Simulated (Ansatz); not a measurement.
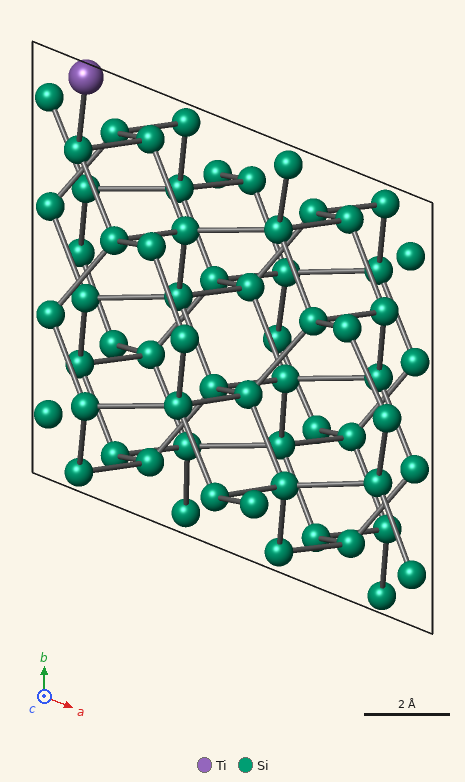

Figure 1. The structure as given in the input (ball-and-stick view of the cell of the calculation, along the c axis). An atom can appear more than once, as a periodic image.

## Run report: TiSi63 (charge −1), single-point calculation (part 1 of 2)

TiSi63 (defect cell, 64 atoms in the cell, total charge −1), computed with DFT PBE, scalar-relativistic, plane waves, PAW, spin-polarised (Ansatz 0.2.0).

The structure derives from a Materials Project entry.

**The input**
```yaml
crystal:
  lattice:
    - [6.650888, 6.650889, 3.844771]
    - [-9.976333, 3.325444, 1.922386]
    - [3.325444, -9.976333, 9.611928]
  atoms:
    - { symbol: Ti, position: [0.133604127, 0.9672755166, 0.9613933324], spin: 0.2 }
    - { symbol: Si, position: [0.3824476532, 0.7045035568, 0.7043660359] }
    - { symbol: Si, position: [0.1337522522, 0.7085313755, 0.2057095142] }
    - { symbol: Si, position: [0.6327228774, 0.454376263, 0.4551668435] }
    - { symbol: Si, position: [0.8868959809, 0.2014070112, 0.2020031217] }
    - { symbol: Si, position: [0.3802772764, 0.4523302621, 0.9549597796] }
    - { symbol: Si, position: [0.6304915855, 0.2054656742, 0.7032342973] }
    - { symbol: Si, position: [0.1326676337, 0.4543357324, 0.4541735493] }
    - { symbol: Si, position: [0.3870757187, 0.206202727, 0.2052808779] }
    - { symbol: Si, position: [0.1318698965, 0.2027089931, 0.7048870273] }
    - { symbol: Si, position: [0.8820205364, 0.9531951835, 0.4565176283] }
    - { symbol: Si, position: [0.639699067, 0.9533694304, 0.9546528612] }
    - { symbol: Si, position: [0.8798478162, 0.7031929552, 0.7037253168] }
    - { symbol: Si, position: [0.3838223987, 0.9556744402, 0.4536129533] }
    - { symbol: Si, position: [0.6342955257, 0.7015746525, 0.2051304674] }
    - { symbol: Si, position: [0.8865433938, 0.4577968781, 0.9541248249] }
    - { symbol: Si, position: [0.1196756418, 0.5544292387, 0.0460861767] }
    - { symbol: Si, position: [0.3641753676, 0.2920438449, 0.7966035149] }
    - { symbol: Si, position: [0.616173197, 0.0464706282, 0.5444969499] }
    - { symbol: Si, position: [0.1181320881, 0.2961319385, 0.2952497811] }
    - { symbol: Si, position: [0.3834298666, 0.0502103823, 0.0493998603], spin: 0.2 }
    - { symbol: Si, position: [0.1159486071, 0.0443059507, 0.5453410327] }
    - { symbol: Si, position: [0.865504231, 0.7929034275, 0.2983656094] }
    - { symbol: Si, position: [0.6149884971, 0.7939630903, 0.7948181484] }
    - { symbol: Si, position: [0.8652516556, 0.5442179341, 0.5446736608] }
    - { symbol: Si, position: [0.3674622318, 0.7964604391, 0.2945970608] }
    - { symbol: Si, position: [0.6120939465, 0.5390141532, 0.0454419005] }
    - { symbol: Si, position: [0.1139950427, 0.791486836, 0.7910758433], spin: 0.2 }
    - { symbol: Si, position: [0.364930965, 0.5449983618, 0.5447636532] }
    - { symbol: Si, position: [0.8637147263, 0.2996484324, 0.7927472884] }
    - { symbol: Si, position: [0.6210662166, 0.296215423, 0.2964190055] }
    - { symbol: Si, position: [0.8733626592, 0.0414369957, 0.0420286068] }
    - { symbol: Si, position: [0.0394388514, 0.1500985095, 0.9532887304], spin: 0.2 }
    - { symbol: Si, position: [0.2945781129, 0.8831676273, 0.7033104032] }
    - { symbol: Si, position: [0.5439407734, 0.6338367327, 0.4551902136] }
    - { symbol: Si, position: [0.0419405904, 0.8860557853, 0.2092298788] }
    - { symbol: Si, position: [0.2974854006, 0.6356980338, 0.9542832832] }
    - { symbol: Si, position: [0.0444488799, 0.6337716823, 0.4550257374] }
    - { symbol: Si, position: [0.7979942747, 0.3816577834, 0.2041123881] }
    - { symbol: Si, position: [0.5395779324, 0.3831511735, 0.7051415559] }
    - { symbol: Si, position: [0.7955960604, 0.1333754767, 0.4544532113] }
    - { symbol: Si, position: [0.295484325, 0.3841814507, 0.2049312825] }
    - { symbol: Si, position: [0.5540148056, 0.1339610721, 0.9545070502] }
    - { symbol: Si, position: [0.0453274718, 0.3832815565, 0.7039145405] }
    - { symbol: Si, position: [0.293391565, 0.1340567475, 0.4548148996] }
    - { symbol: Si, position: [0.7923543334, 0.8837932782, 0.7052727961] }
    - { symbol: Si, position: [0.5479113024, 0.8824944917, 0.2051931772] }
    - { symbol: Si, position: [0.7869072858, 0.6293099521, 0.9542639117] }
    - { symbol: Si, position: [0.204465404, 0.614686899, 0.7938687342] }
    - { symbol: Si, position: [0.4533524344, 0.3656931877, 0.544764977] }
    - { symbol: Si, position: [0.7088959736, 0.1146481319, 0.2935091766] }
    - { symbol: Si, position: [0.2029795383, 0.3736030759, 0.0479408755] }
    - { symbol: Si, position: [0.4558104193, 0.1141694877, 0.795289771] }
    - { symbol: Si, position: [0.2064024958, 0.1169665772, 0.2944758735] }
    - { symbol: Si, position: [0.9456595376, 0.8555534469, 0.0486723319], spin: 0.2 }
    - { symbol: Si, position: [0.7025449843, 0.8659486598, 0.5457522387] }
    - { symbol: Si, position: [0.956504799, 0.6142937367, 0.2946029708] }
    - { symbol: Si, position: [0.4629281374, 0.8653656274, 0.0447230422] }
    - { symbol: Si, position: [0.7022932869, 0.6138887095, 0.7940529736] }
    - { symbol: Si, position: [0.2058760345, 0.8655192954, 0.5434941331] }
    - { symbol: Si, position: [0.4548298541, 0.6161445283, 0.295125869] }
    - { symbol: Si, position: [0.9554280811, 0.3653745642, 0.5442258707] }
    - { symbol: Si, position: [0.7105232834, 0.3657592535, 0.044198294] }
    - { symbol: Si, position: [0.948449925, 0.1181369483, 0.7922101064] }
magnetization:
  spin_polarized: true
total_charge: -1
basis:
  ecutwfc: 420
  fft_grid_basis: typed
kpoints:
  mp_grid: { grid: [1, 1, 1] }
hamiltonian:
  xc: pbe
  pseudopotentials: { kind: paw }
scf:
  occupations: { method: gaussian, width: 0.05 }
output:
  forces: true
  stress: false
  eigenvalues: true
  bader: true
  write_density: true
  volumetric_format: npy
  populations: true
```

Run on 4 threads of Arm Neoverse V2, 24 GiB of memory available, shared host.

Run as:
```bash
ansatz run input.yaml --threads 4 --pin off --max-ram 10240MiB --backend cpu --events-out ev --progress --plain --runs-dir out
```

**The program's output**
```
Engine: ansatz 0.2.0, aarch64-unknown-linux-gnu
Pseudopotentials: kind: paw
Pseudopotential: Ti, paw, valence charge 12, recommended cutoff 420 eV (normal), Ti.paw.azcp
Pseudopotential: Si, paw, valence charge 4, recommended cutoff 420 eV (normal), Si.paw.azcp
Functional definition: PBE
  parameter kappa = 0.804
  parameter beta = 0.06672455060314922
  exchange = pbe_x(kappa = kappa, mu = beta*pi^2/3)
  correlation = pbe_c(beta = beta)
Crystal: 64 atoms, lattice volume = 1360.567 Å³
Basis set: ecut = 420 eV, 26559 PW (Γ), exchange–correlation on 144×144×192 points (8 copies of the dense FFT grid, shifted against one another)
Bands: 197, of which v1, the nominal top of the filled ones, is band 133 counted from 1 (132 counted from 0)
Symmetry: 1 space group operations
Space group: P1 (ITA 1), of the structure as read, at distance tolerance 1.1e-4 Å
Magnetic group: BNS 1.1 (UNI 1), of the structure as read, at distance tolerance 1.1e-4 Å
k-points: 1
Non-local potential: Ti, projectors of the file, l = 0: 3, l = 1: 2, l = 2: 3, l = 3: 1
Non-local potential: Si, projectors of the file, l = 0: 2, l = 1: 2, l = 2: 2
PAW form: soft (Blöchl's): semilocal exchange-correlation on the pseudo side does not see the compensation charge
PAW one-centre angular grid: Ti, 590 points (default); XC on 64 Gauss nodes
PAW one-centre angular grid: Si, 110 points (default); XC on 64 Gauss nodes
Initial density: superposition of atomic densities (chi_scale 0.1, normalization cell)
Starting moments: Σ|m| = 1 μB on 5 of 64 sites
Initial wavefunctions: pseudopotential atomic-orbital guess
Functional: x = pbe(κ = 0.804, μ = 0.2195149727645171), c = pbe(β = 0.06672455060314922)
SCF iter   1: F=—  HF=-42537.153169 eV  |F-HF|=—  |Δ(HF+E_count)|=         —  Δρ=2.27e-2 (↑2.23e-2 ↓2.27e-2)  dr2=2.75e1  dr2_m=2.97e-2  M=0.948 μB ∫|m|=1.001 μB  β_m=0.30  ethr=3.10e-3  ⟨swp⟩=6.0  Hψ=1877  notcnv=0  defer=51
Mixer restart at iter 1: flushing history
preconditioner: auto → Resta (q_TF=auto, 2.077 Å⁻¹)  ε∞=5.4  [insulator: Δε(μ)=0.070 eV  Ē_g=7.709 eV  σ=0.050 eV  W_gap=0.67  n_scr=204 (ndim 8)  ℏωp=16.1 eV  f_vac=0.000  D(μ)=16.78/eV (n_scr^D=84)  ε∞_Penn≈5.4]
spin=Collinear: Resta preconditioning applied to the charge; magnetization (m = ρ↑ − ρ↓) channel mixes plain (no charge-response kernel on spin).
SCF iter   2: F=—  HF=-42538.149959 eV  |F-HF|=—  |Δ(HF+E_count)|=   9.97e-1  Δρ=1.69e-2 (↑1.67e-2 ↓1.69e-2)  dr2=1.56e1  dr2_m=4.73e-2  M=1.000 μB ∫|m|=1.082 μB  β_m=0.65  ethr=3.10e-3  ⟨swp⟩=2.0  Hψ=472  notcnv=0  defer=77
SCF iter   3: F=—  HF=-42539.715080 eV  |F-HF|=—  |Δ(HF+E_count)|=    1.57e0  Δρ=6.88e-3 (↑6.88e-3 ↓3.05e-3)  dr2=2.14e0  dr2_m=7.03e-2  M=0.846 μB ∫|m|=0.984 μB  β_m=0.57  ethr=3.10e-3  ⟨swp⟩=3.0  Hψ=686  notcnv=0  defer=110
SCF iter   4: F=—  HF=-42539.737993 eV  |F-HF|=—  |Δ(HF+E_count)|=   2.29e-2  Δρ=1.52e-3 (↑1.52e-3 ↓1.25e-3)  dr2=1.14e-1  dr2_m=2.58e-3  M=1.000 μB ∫|m|=1.183 μB  β_m=0.78  ethr=8.06e-4  ⟨swp⟩=3.0  Hψ=752  notcnv=0  defer=105
SCF iter   5: F=—  HF=-42539.867972 eV  |F-HF|=—  |Δ(HF+E_count)|=   1.30e-1  Δρ=5.35e-4 (↑5.35e-4 ↓3.64e-4)  dr2=1.57e-2  dr2_m=5.82e-4  M=1.000 μB ∫|m|=1.213 μB  β_m=0.89  ethr=4.30e-5  ⟨swp⟩=2.0  Hψ=682  notcnv=0  defer=105
SCF iter   6: F=—  HF=-42539.885181 eV  |F-HF|=—  |Δ(HF+E_count)|=   1.72e-2  Δρ=2.49e-4 (↑2.49e-4 ↓1.32e-4)  dr2=2.60e-3  dr2_m=1.92e-4  M=1.000 μB ∫|m|=1.233 μB  β_m=0.95  ethr=5.91e-6  ⟨swp⟩=2.0  Hψ=658  notcnv=0  defer=105
SCF iter   7: F=—  HF=-42539.886794 eV  |F-HF|=—  |Δ(HF+E_count)|=   1.61e-3  Δρ=1.85e-4 (↑1.85e-4 ↓4.11e-5)  dr2=7.09e-4  dr2_m=1.14e-4  M=1.000 μB ∫|m|=1.237 μB  β_m=0.97  ethr=9.83e-7  ⟨swp⟩=2.0  Hψ=659  notcnv=0  defer=105
SCF iter   8: F=—  HF=-42539.887113 eV  |F-HF|=—  |Δ(HF+E_count)|=   3.18e-4  Δρ=1.05e-4 (↑1.05e-4 ↓2.34e-5)  dr2=1.58e-4  dr2_m=3.85e-5  M=1.000 μB ∫|m|=1.238 μB  β_m=0.99  ethr=2.68e-7  ⟨swp⟩=2.0  Hψ=660  notcnv=0  defer=105
SCF iter   9: F=—  HF=-42539.887248 eV  |F-HF|=—  |Δ(HF+E_count)|=   1.36e-4  Δρ=7.63e-5 (↑7.63e-5 ↓1.48e-5)  dr2=8.73e-5  dr2_m=1.98e-5  M=1.000 μB ∫|m|=1.238 μB  β_m=0.99  ethr=5.95e-8  ⟨swp⟩=2.0  Hψ=660  notcnv=0  defer=105
SCF iter  10: F=—  HF=-42539.887161 eV  |F-HF|=—  |Δ(HF+E_count)|=   8.75e-5  Δρ=4.18e-5 (↑4.18e-5 ↓1.15e-5)  dr2=4.28e-5  dr2_m=5.99e-6  M=1.000 μB ∫|m|=1.238 μB  β_m=1.00  ethr=3.30e-8  ⟨swp⟩=3.0  Hψ=666  notcnv=0  defer=105
SCF iter  11: F=—  HF=-42539.887205 eV  |F-HF|=—  |Δ(HF+E_count)|=   4.42e-5  Δρ=1.61e-5 (↑1.61e-5 ↓5.08e-6)  dr2=6.47e-6  dr2_m=8.03e-7  M=1.000 μB ∫|m|=1.238 μB  β_m=1.00  ethr=1.61e-8  ⟨swp⟩=3.0  Hψ=793  notcnv=0  defer=105
SCF iter  12: F=—  HF=-42539.887209 eV  |F-HF|=—  |Δ(HF+E_count)|=   4.38e-6  Δρ=7.42e-6 (↑7.42e-6 ↓3.05e-6)  dr2=1.85e-6  dr2_m=1.36e-7  M=1.000 μB ∫|m|=1.238 μB  β_m=1.00  ethr=2.44e-9  ⟨swp⟩=3.0  Hψ=667  notcnv=0  defer=105
SCF iter  13: F=—  HF=-42539.887210 eV  |F-HF|=—  |Δ(HF+E_count)|=   6.73e-7  Δρ=1.63e-6 (↑1.63e-6 ↓1.17e-6)  dr2=1.41e-7  dr2_m=5.68e-9  M=1.000 μB ∫|m|=1.237 μB  β_m=0.96  ethr=6.98e-10  ⟨swp⟩=2.0  Hψ=660  notcnv=0  defer=105
SCF iter  14: F=—  HF=-42539.887210 eV  |F-HF|=—  |Δ(HF+E_count)|=   8.56e-8  Δρ=5.61e-7 (↑5.61e-7 ↓2.79e-7)  dr2=1.27e-8  dr2_m=7.08e-10  M=1.000 μB ∫|m|=1.237 μB  β_m=0.97  ethr=5.31e-11  ⟨swp⟩=3.0  Hψ=666  notcnv=0  defer=105
SCF iter  15: F=—  HF=-42539.887210 eV  |F-HF|=—  |Δ(HF+E_count)|=   1.05e-8  Δρ=6.71e-7 (↑6.71e-7 ↓2.33e-7)  dr2=2.24e-8  dr2_m=8.20e-10  M=1.000 μB ∫|m|=1.237 μB  β_m=0.95  ethr=4.80e-12  ⟨swp⟩=14.5  Hψ=2801  notcnv=0
SCF iter  16: F=-42539.887210 eV  HF=-42539.887210 eV  |F-HF|=8.00e-10  |Δ(HF+E_count)|=  2.40e-10  Δρ=1.46e-7 (↑1.46e-7 ↓8.21e-8)  dr2=1.41e-9  dr2_m=4.06e-11  M=1.000 μB ∫|m|=1.237 μB  ethr=4.80e-12  ⟨swp⟩=3.0  Hψ=686  notcnv=0
SCF 1 converged in 16 iterations: F = -42539.887210 eV  dr2 = 1.41e-9
  greatest PAW one-centre occupation: 0.999 electrons in one spin orbital (limit 2), on the Ti atom at site 0 (counted from 0), in its partial waves of l = 0
```

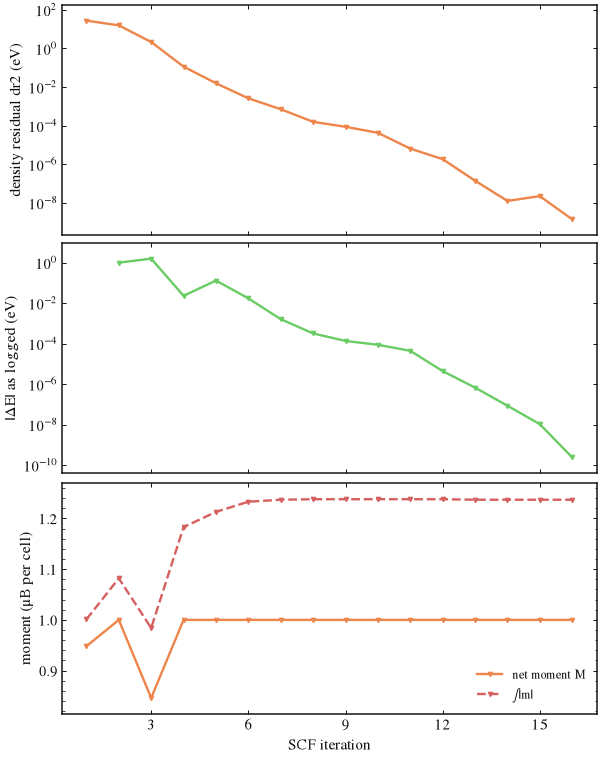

Figure 2. Convergence of the self-consistent field: density residual dr2, size of the energy change and magnetic moment against the SCF iteration. The residual falls almost steadily, with no more than small rises. The net moment goes from 0.9 to 1.0 μB per cell.

```
SCF converged after 16 iterations
Magnetization: 0.9999 μB (132.9999 up, 132.0001 down)
Absolute magnetization: 1.2406 μB (∫|ρ↑−ρ↓|, with the PAW one-centre terms)
Spin contamination: 0.0093 ħ² per cell (⟨S²⟩ above its minimum at these occupations)
Per-site moments (μB) at R_I (Å): [(0.44455492371550176, 1.022796210814166), (0.0035959933596081276, 0.9608263197248472), (-0.00031345724694304615, 0.9548553022262578), (0.0012505385284394294, 0.9604366491015853), (0.0007402680296946293, 0.9670990398550822), (0.0004737806991922052, 0.9581382507272873), (0.001029390581847162, 0.9592071129381956), (0.00046325107726548397, 0.958403920759902), (0.002740226892946314, 0.9528591589796783), (0.0015263352093029695, 0.9601406064084588), (0.0010674961287331357, 0.9568690978955247), (0.0024919123162913653, 0.9554649869259226), (0.004834883967260311, 0.9602668223765443), (3.883301718961572e-5, 0.9588390818167553), (-1.4647076776776564e-5, 0.9624406368696744), (0.0014040105413673282, 0.9616493299454802), (0.0011042684466411028, 0.9548553022262578), (0.002295979307044901, 0.9581382507272873), (0.000654189942036586, 0.9592071129381956), (0.0015226227204687215, 0.958403920759902), (-0.0027232333149130455, 0.9528591589796783), (0.001979498398818153, 0.9601406064084588), (0.002218047786894757, 0.9568690978955247), (0.0009697407173264015, 0.9554649869259226), (0.0012595586480472706, 0.9602668223765443), (0.0004540643524218906, 0.9588390818167553), (-0.0006197208516183594, 0.9624406368696744), (0.00036907037224426996, 0.9709792655542684), (0.0004233577726151334, 0.9608263197248472), (0.000826618592797718, 0.9616493299454802), (5.3115891080237296e-5, 0.9604366491015853), (-0.0006659755559842514, 0.9670990398550822), (-0.0042038021365836745, 0.951205955677847), (0.0007061564009420348, 0.9621459169225385), (0.000639219825246143, 0.9639662768833415), (0.002334981378393754, 0.957280261766199), (0.00030993936503672834, 0.9659037039400938), (5.6698286898369175e-5, 0.9616460842745671), (0.000534269362884216, 0.963867952479773), (0.0013210045733562954, 0.9623568261555865), (0.0015970600393966524, 0.9640949871237396), (0.00040654268412527626, 0.9635489755931519), (0.007823214569262337, 0.961590408404904), (0.005719498251807369, 0.962608006462616), (0.00038758960859289334, 0.9636916352365948), (0.0019399903722612246, 0.9616692555067707), (0.0005550114092780672, 0.9618417068959819), (0.0018015526422546179, 0.9542081828127721), (0.010605491144811949, 0.964037086539983), (0.0021709783166302013, 0.9623568261555865), (0.0009150639606923787, 0.9640949871237396), (0.0017862448151483832, 0.9536268409954367), (0.0016912477801753671, 0.9678254416443732), (0.0009138604506719786, 0.9636916352365948), (-0.004618242477928188, 0.9542081828127721), (-0.00014290306530169062, 0.9616692555067707), (0.000769089459469473, 0.9616460842745671), (6.353764850013404e-5, 0.9618417068959819), (0.0010990363888078566, 0.9626574524308728), (0.0010664726534251306, 0.9621459169225385), (0.00031320903658929047, 0.9639662768833415), (0.0003050883225578061, 0.962608006462616), (0.002162618098721, 0.961590408404904), (0.002668219581521235, 0.951205955677847)]
Free energy (F): -42539.887210 eV
Harris-Foulkes:  -42539.887210 eV  (|F-HF|=8.00e-10)
Internal energy: -42539.883018 eV  (E = F + TS)
E sigma→0 (E₀):  -42539.885114 eV
Entropy (-TS):   -0.004193 eV (-0.066 meV/atom)
Fermi energy:    6.443940 eV
--- Per-component energies (eV) ---
  E_band       = -65.450756
  E_kinetic    = 2826.231579
  E_local      = -3828.656015  (includes V_loc(G=0)·N_el)
  E_nonlocal   = 1651.984679
  E_hartree    = 1342.958989
  E_xc         = -3579.395883
  E_vxc        = -3072.437050  (∫ρ·V_xc dr)
  E_paw        = -33354.366108  (= ΣΔE_a)
  E_vpaw       = -328.493479  (= ΣTr[D̂ρ^β])
  E_aug_tail   = 0.000519  (compensation charges beyond the density's cutoff)
  E_ewald      = -7598.640779
  E_smearing   = -0.004193  (= −TS)
  E_closure    = -0.000000  (closes the sum)
  E_deformation_potential = -11.939861  (in the stress; not in F)
  Σ components = -42539.887210   (vs F -42539.887210, Δ=0.00e0)
```
